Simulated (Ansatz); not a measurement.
```
Pb S
1.0
     5.97331    0.00000    0.00000
     0.00000    5.97331    0.00000
     0.00000    0.00000    5.97331
Pb S
4 4
Direct
  0.00000 0.00000 0.00000
  0.50000 0.50000 0.00000
  0.50000 0.00000 0.50000
  0.00000 0.50000 0.50000
  0.50000 0.00000 0.00000
  0.00000 0.50000 0.00000
  0.00000 0.00000 0.50000
  0.50000 0.50000 0.50000
```

Space group Fm-3m.

Computed with Kohn-Sham DFT of a periodic cell, HSE06, Ansatz PAW in Ansatz 0.2.0.

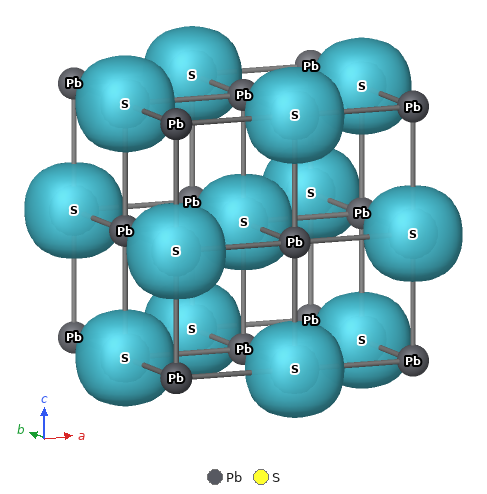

PbS. Isosurface of the electron localisation function at 0.75 (cyan), seen at an oblique angle. Only the valence region is drawn (cores and ρ < 0.01 e/Å³ removed). Sticks mark near contacts.

In a PAW calculation such maps are meaningful between the atoms, not at the nuclei.

Question: Where are the electrons localised?

Answer: The surface consists of four regions wrapped around S (the valence shell of each), counted in one cell of 8 atoms. Any copies at cell faces, edges or corners count once.

Values along the shortest contacts:
Pb–S (2.99 Å): the ELF peaks at about 0.85 in the valence shell of S, 0.8 Å from its nucleus, and drops to about 0.20 between the two atoms.

Question: Does the calculation make it a metal, or give it a gap?

Answer: It is gapped, with a Kohn–Sham gap of 0.88 eV on the k-point mesh, an upper bound to the gap of this method.
